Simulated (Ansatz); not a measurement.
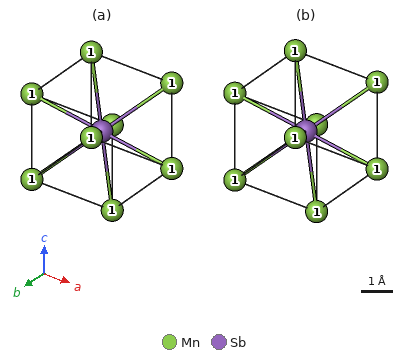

The structure of a crystal of MnSb (built on the CsCl (B2) type) before (left) and after (right) a relaxation, at one scale.

Style: ball-and-stick. Shown: the cell of the calculation, from a free direction.

Level of theory: DFT PBE, scalar-relativistic, plane waves, PAW in Ansatz 0.2.0.

The input:
```yaml
crystal:
  lattice:
    - [3.3080306403, 0.0, 0.0]
    - [0.0, 3.3080306403, 0.0]
    - [0.0, 0.0, 3.3080306403]
  atoms:
    - { symbol: Mn, position: [0.0, 0.0, 0.0], spin: 3.44 }
    - { symbol: Sb, position: [0.5, 0.5, 0.5], spin: -0.11 }
basis:
  ecutwfc: 420
kpoints:
  mp_grid: { grid: [12, 12, 12] }
hamiltonian:
  xc: pbe
scf:
  occupations: { method: gaussian, width: 0.1 }
output:
  forces: true
  stress: true
  eigenvalues: true
  populations: true
magnetization:
  spin_polarized: true
relax:
  adjacent_minimum: "off"
  f_tol: 0.01
  max_steps: 80
  cell: { stress_tol: 0.05 }
```

Command:
```bash
ansatz run input.yaml --threads 1 --pin off --max-ram 2560MiB --backend cpu --events-out ev --progress --plain --runs-dir out
```

Question: What changed between the two?

Answer: The energy falls by 18.0 meV per cell of the calculation in 4 accepted moves (5 points after the start). All forces vanish by symmetry, so only the cell relaxes. Pressure: 3.41 GPa at the start and −0.01 GPa at the end. The SCF was repeated once at an unchanged geometry on a basis and grid sized afresh for the cell, which shifted the energy by 0.6 meV per cell of the calculation at most. The atoms keep their places relative to the cell (all moves are under 0.005 Å). Cell: a = b = c 3.308 → 3.364 Å (+1.7 %). Volume +5.1 %. Some distances before and after: Mn1–Sb2 2.865 → 2.913 Å. The space group stays Pm-3m (No. 221).
